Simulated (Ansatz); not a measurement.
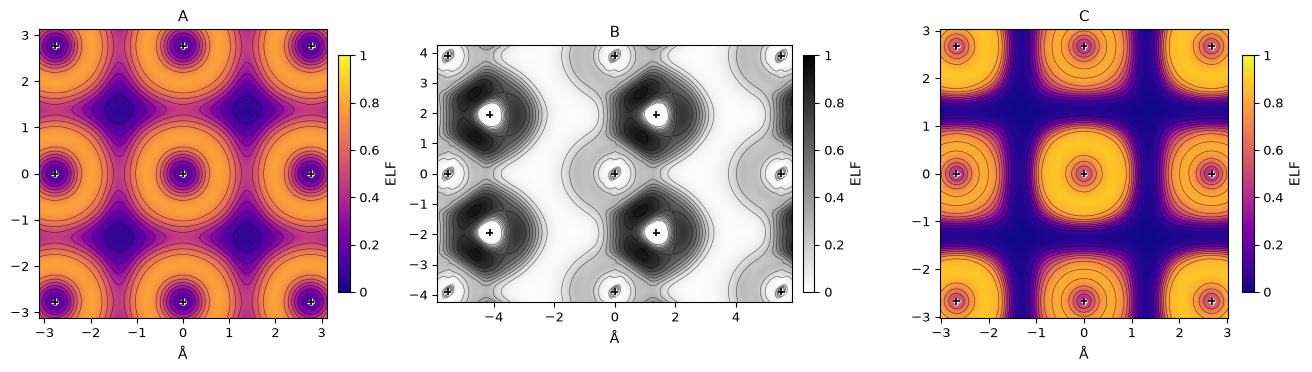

The ELF of 3 systems, each on a plane through atoms (crosses mark nuclei in the plane).

All numbers below come from DFT PBE, scalar-relativistic, plane waves, PAW (Ansatz 0.2.0).

System 1: Se, the (100) plane of the conventional cell. Space group Pm-3m; changed on purpose from its base cell (volume × 0.94, shape and atoms relaxed); computed pressure about 5 GPa in this cell.

System 2: GaP, the (110) plane of the conventional cell. Space group F-43m.

```
Ga P
1.0
     5.50507    0.00000    0.00000
     0.00000    0.00000   -5.50507
     0.00000    5.50507    0.00000
Ga P
4 4
Direct
  0.50000 0.50000 0.00000
  0.00000 0.50000 0.50000
  0.00000 0.00000 0.00000
  0.50000 0.00000 0.50000
  0.25000 0.75000 0.25000
  0.75000 0.75000 0.75000
  0.75000 0.25000 0.25000
  0.25000 0.25000 0.75000
```

System 3: KF, the (010) plane of the conventional cell. Space group Fm-3m.

```xyz
8
Lattice="5.3437 0.0000 0.0000 0.0000 5.3437 0.0000 0.0000 0.0000 5.3437" Properties=species:S:1:pos:R:3 pbc="T T T"
K     0.0000    0.0000    0.0000
K     2.6719    2.6719    0.0000
K     2.6719    0.0000    2.6719
K     0.0000    2.6719    2.6719
F     2.6719    0.0000    0.0000
F     0.0000    2.6719    0.0000
F     0.0000    0.0000    2.6719
F     2.6719    2.6719    2.6719
```

Which map belongs to which system?

Answer. Panel A is system 1, Se: the plane holds Se. Se–Se (2.77 Å): the ELF is about 0.45 at the midpoint. Panel B is system 2, GaP: the plane holds Ga and P. Ga–P (2.38 Å): the ELF peaks at about 0.90 in the valence shell of P, 0.9 Å from its nucleus, and is about 0.75 at the midpoint. Panel C is system 3, KF: the plane holds K and F. K–F (2.67 Å): the ELF is about 0.05 at the midpoint; a largely ionic contact.
